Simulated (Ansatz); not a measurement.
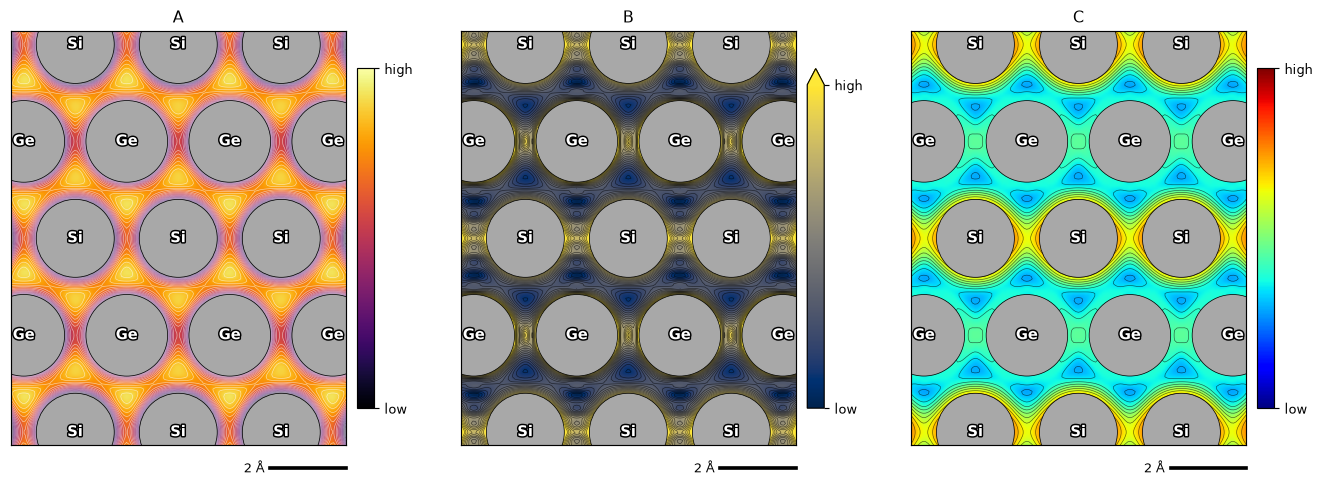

Si3Ge: 3 fields on the (110) plane of the conventional cell, with unlabelled colour scales. Grey discs cover the atomic cores.

Space group Cmmm; a structure generated by program, which may or may not match a known phase.

These are results of DFT PBE, scalar-relativistic, plane waves, PAW in Ansatz, not measurements.

Question: Match the panels to the quantities (electron localisation function, electrostatic potential energy of an electron and valence pseudo-density).

Answer: Panel A: electrostatic potential energy of an electron (low next to the atoms, rising into the space between them). Panel B: valence pseudo-density. Panel C: electron localisation function. From the grid: Ge–Ge (2.72 Å): the density is about 0.32 e/Å³ at the midpoint, with its minimum of 0.27 e/Å³ about 1.2 Å from Ge; the ELF is about 0.45 at the midpoint. Si–Ge (2.90 Å): ρ is about 0.22 e/Å³ halfway; the ELF peaks at about 0.70 in the valence shell of Si, 0.9 Å from its nucleus, and drops to about 0.35 between the two atoms.
